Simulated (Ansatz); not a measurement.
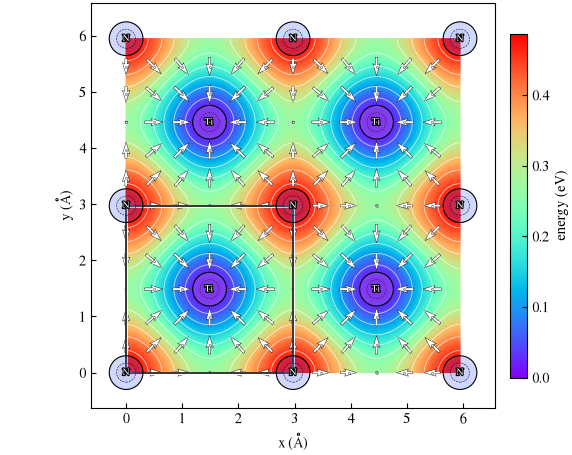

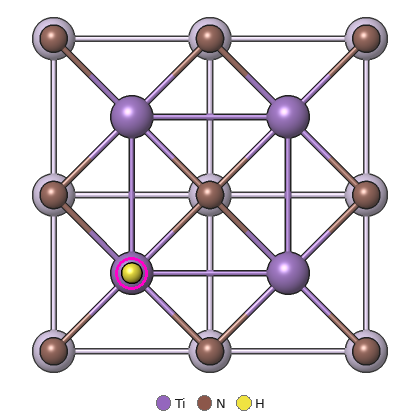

Energy landscape of H on a TiN(100) slab cut from the Fm-3m phase, its upper half relaxed before the scan (24 atoms of substrate and one adsorbate in a 2 × 2 cell). H is moved over the surface cell at a fixed height above a rigid substrate; the origin of the map has the adsorbate above N21; the height is held at 2.50 Å. Places are given modulo a cell vector. The map is drawn in real space over the plane of the surface. The scan uses a 6 × 6 grid; 10 points were computed and 26 follow by symmetry. Places are given in fractions of the 1 × 1 surface cell. Energies are in eV, from the lowest grid point. The runs have no spin polarisation, so an open-shell adsorbate far from the surface lies too high. At a fixed height the lowest place need not be the adsorption site. The calculation used Ansatz, DFT PBE+D3(BJ), scalar-relativistic, plane waves, PAW. Settings: cutoff 420 eV, k-mesh 5×5×1, gaussian smearing 0.1 eV, no spin polarisation.

The picture shows a smooth colour map with a few white contour lines, dots at the grid points, arrows along the force (downhill), their lengths compressed, labelled circles for the atoms of the top layer and small ones for the second layer, the outline of one cell of the 2 × 2 shown. Between grid points the surface is interpolated. The second picture is the structure at the lowest point; rings mark the moved atoms.

Question: What does the map say about the system?

Answer: The lowest grid point is at the top site over a surface Ti atom, (3/6, 3/6) of the cell vectors. It is the only kind of minimum in the scanned range. The highest grid point, the top site over a surface N atom, (0/6, 0/6) of the cell vectors, lies 0.487 eV above the lowest. On the interpolated surface the easiest way out of the lowest well to its copy in the next cell or period passes a barrier of about 0.27 eV. At the lowest point the adsorbate has 1 Ti at 2.71 Å as nearest neighbours, at the highest 1 N at 2.50 Å.

Grid values (eV):

```
second ↓, first →    0/6    1/6    2/6    3/6    4/6    5/6
              5/6  0.431  0.371  0.255  0.199  0.255  0.371
              4/6  0.323  0.255  0.125  0.064  0.125  0.255
              3/6  0.270  0.199  0.064  0.000  0.064  0.199
              2/6  0.323  0.255  0.125  0.064  0.125  0.255
              1/6  0.431  0.371  0.255  0.199  0.255  0.371
              0/6  0.487  0.431  0.323  0.270  0.323  0.431
```

Time for the 10 points that were run: 11 min on 4 threads of Arm Neoverse V2 (shared host).

PAW datasets: the set soft_1.
